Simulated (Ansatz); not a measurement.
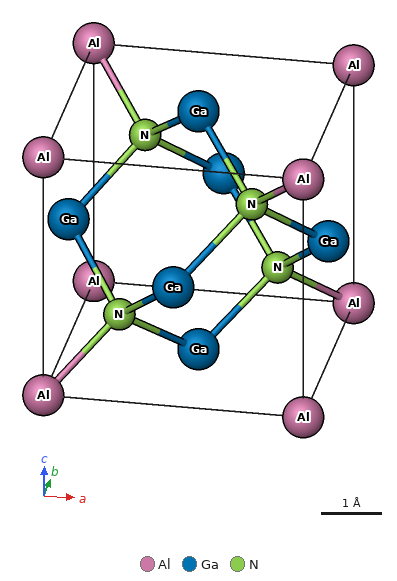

Normal modes of a crystal of AlGa$_{3}$N$_{4}$, space group P-43m (No. 215), at the zone centre. The picture is a ball-and-stick view of the cell of the calculation, seen from a free direction.

Method: DFT LDA, scalar-relativistic, plane waves, PAW in Ansatz 0.2.0. Settings: plane-wave cutoff 420 eV; k-point mesh 6 × 6 × 6; occupations fixed; no spin polarisation.

Frequencies are those without the non-analytic (LO–TO) term.

Q: Give the spectrum at this point.

A: The calculation's cell holds 8 atoms, so there are 21 optical modes, in 8 levels. The optical modes span 2T₁ + 4T₂ + E + A₁. No level is unstable.

| level | symmetry | frequency (cm⁻¹) | activity |
| --- | --- | --- | --- |
| 1 | T₁ | 194 | silent |
| 2 | T₂ | 238 | infrared- and Raman-active |
| 3 | T₂ | 418 | infrared- and Raman-active |
| 4 | T₂ | 575 | infrared- and Raman-active |
| 5 | T₁ | 611 | silent |
| 6 | T₂ | 667 | infrared- and Raman-active |
| 7 | E | 691 | Raman-active |
| 8 | A₁ | 709 | Raman-active |

The displacement patterns (one member of each degenerate set), 6 of the levels:

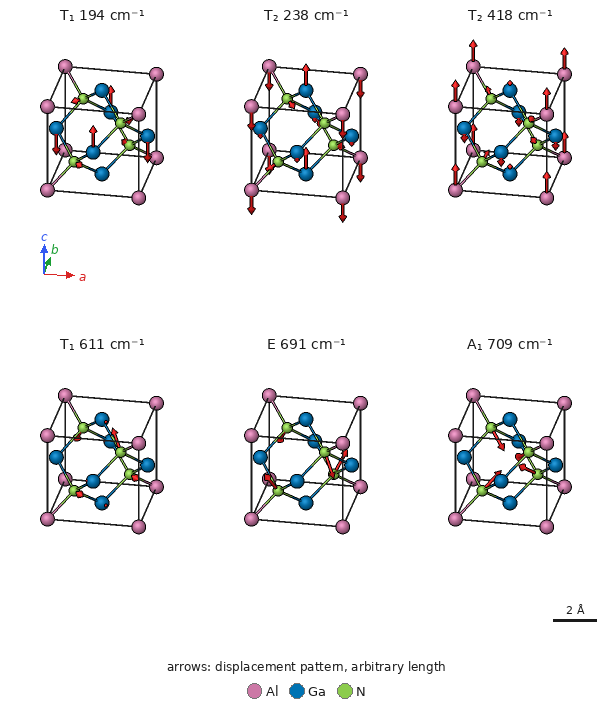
